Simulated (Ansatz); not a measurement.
Consider W13Se28 (cell charge −3, with a compensating background) (cell with a defect).

Input file:

```
crystal:
  lattice:
    - [8.1976014835, 2.8397324539, 0.0]
    - [-1.6395202967, -8.5191973617, 0.0]
    - [0.0, 0.0, -12.7928244327]
  atoms:
    - { symbol: W, position: [0.7668813022, 0.8055630821, 0.75] }
    - { symbol: W, position: [0.4852850189, 0.3840538936, 0.75] }
    - { symbol: W, position: [0.1944369179, 0.9613182201, 0.75] }
    - { symbol: W, position: [0.8987688747, 0.5147149811, 0.75] }
    - { symbol: W, position: [0.6159461064, 0.1012311253, 0.75] }
    - { symbol: W, position: [0.0386817799, 0.2331186978, 0.75] }
    - { symbol: W, position: [0.0947389631, 0.4755641204, 0.25] }
    - { symbol: W, position: [0.5244358796, 0.6191748427, 0.25] }
    - { symbol: W, position: [0.237886047, 0.1903647487, 0.25] }
    - { symbol: W, position: [0.9524787017, 0.762113953, 0.25] }
    - { symbol: W, position: [0.6666666667, 0.3333333333, 0.25] }
    - { symbol: W, position: [0.3808251573, 0.9052610369, 0.25] }
    - { symbol: W, position: [0.8096352513, 0.0475212983, 0.25] }
    - { symbol: Se, position: [0.0952108227, 0.4744743186, 0.6215500609], spin: 0.167 }
    - { symbol: Se, position: [0.5255256814, 0.6207365042, 0.6215500609], spin: 0.167 }
    - { symbol: Se, position: [0.2399755033, 0.199060465, 0.6195499452] }
    - { symbol: Se, position: [0.9590849617, 0.7600244967, 0.6195499452] }
    - { symbol: Se, position: [0.6666666667, 0.3333333333, 0.6146670749] }
    - { symbol: Se, position: [0.3792634958, 0.9047891773, 0.6215500609], spin: 0.167 }
    - { symbol: Se, position: [0.800939535, 0.0409150383, 0.6195499452] }
    - { symbol: Se, position: [0.3333333333, 0.6666666667, 0.1181146147] }
    - { symbol: Se, position: [0.7618869767, 0.8091446739, 0.1175581372] }
    - { symbol: Se, position: [0.4763580786, 0.3814399371, 0.1177476519] }
    - { symbol: Se, position: [0.1908553261, 0.9527423028, 0.1175581372] }
    - { symbol: Se, position: [0.9050818585, 0.5236419214, 0.1177476519] }
    - { symbol: Se, position: [0.6185600629, 0.0949181415, 0.1177476519] }
    - { symbol: Se, position: [0.0472576972, 0.2381130233, 0.1175581372] }
    - { symbol: Se, position: [0.0952108227, 0.4744743186, 0.8784499391], spin: 0.167 }
    - { symbol: Se, position: [0.5255256814, 0.6207365042, 0.8784499391], spin: 0.167 }
    - { symbol: Se, position: [0.2399755033, 0.199060465, 0.8804500548] }
    - { symbol: Se, position: [0.9590849617, 0.7600244967, 0.8804500548] }
    - { symbol: Se, position: [0.6666666667, 0.3333333333, 0.8853329251] }
    - { symbol: Se, position: [0.3792634958, 0.9047891773, 0.8784499391], spin: 0.167 }
    - { symbol: Se, position: [0.800939535, 0.0409150383, 0.8804500548] }
    - { symbol: Se, position: [0.3333333333, 0.6666666667, 0.3818853853] }
    - { symbol: Se, position: [0.7618869767, 0.8091446739, 0.3824418628] }
    - { symbol: Se, position: [0.4763580786, 0.3814399371, 0.3822523481] }
    - { symbol: Se, position: [0.1908553261, 0.9527423028, 0.3824418628] }
    - { symbol: Se, position: [0.9050818585, 0.5236419214, 0.3822523481] }
    - { symbol: Se, position: [0.6185600629, 0.0949181415, 0.3822523481] }
    - { symbol: Se, position: [0.0472576972, 0.2381130233, 0.3824418628] }
  host:
    lattice:
      - [3.2790405934, 0.0, 0.0]
      - [-1.6395202967, 2.8397324539, 0.0]
      - [0.0, 0.0, 12.7928244327]
    atoms:
      - { symbol: W, position: [0.6666666667, 0.3333333333, 0.2500158187] }
      - { symbol: W, position: [0.3333333333, 0.6666666667, 0.7499841813] }
      - { symbol: Se, position: [0.3333333333, 0.6666666667, 0.3816757244] }
      - { symbol: Se, position: [0.6666666667, 0.3333333333, 0.881643647] }
      - { symbol: Se, position: [0.3333333333, 0.6666666667, 0.118356353] }
      - { symbol: Se, position: [0.6666666667, 0.3333333333, 0.6183242756] }
total_charge: -3
basis:
  ecutwfc: 420
  xc_grid: 2
kpoints:
  mp_grid: { grid: [2, 2, 2], shift: [0.0, 0.0, 0.0] }
hamiltonian:
  xc: pbe
  dispersion: d3bj
scf:
  occupations: { method: gaussian, width: 0.01 }
output:
  forces: true
  stress: false
  eigenvalues: true
  populations: true
  charged_corrections:
    defect_position: [0.33333333, 0.66666667, 0.74998418]
    epsilon: [[15.759, 0.0, 0.0], [0.0, 15.759, 0.0], [0.0, 0.0, 8.2223]]
  write_density: true
  write_potential: true
  elf: true
  volumetric_format: npy
magnetization:
  spin_polarized: true
relax:
  adjacent_minimum: "off"
  f_tol: 0.025
  max_steps: 45
```

Run with:

```sh
ansatz run input.yaml --threads 4 --pin off --max-ram 10240MiB --backend cpu --events-out ev --progress --plain --runs-dir out
```

The fields are those of the run's last geometry, not of the input's.

Spin-polarised.

Theory: DFT PBE+D3(BJ), scalar-relativistic, plane waves, PAW in Ansatz 0.2.0.

Question: Predict the valence pseudo-density and electron localisation function between the atoms.

Answer: W–Se (2.54 Å): ρ at the midpoint is about 0.55 e/Å³; the ELF is about 0.55 at the midpoint.

Question: Does the calculation give a band gap?

Answer: It is metallic or semimetallic at this level of theory: no gap opens.

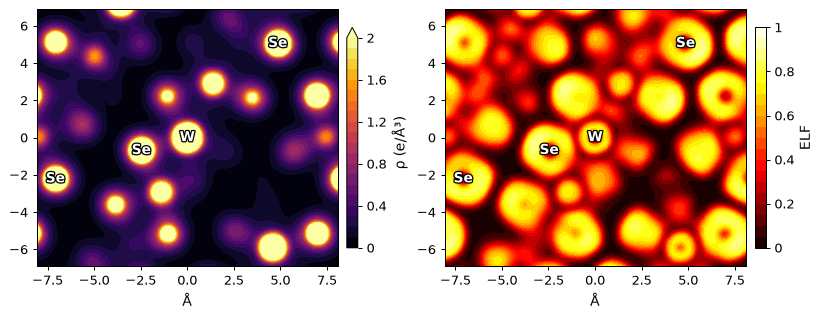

Computed valence pseudo-density and electron localisation function on the (111) plane of the calculation cell, in this order. Atoms just off the plane (W, 0.4 Å away and Se, 0.3 Å away) can leave unmarked features too.

In a PAW calculation such maps are meaningful between the atoms, not at the nuclei.
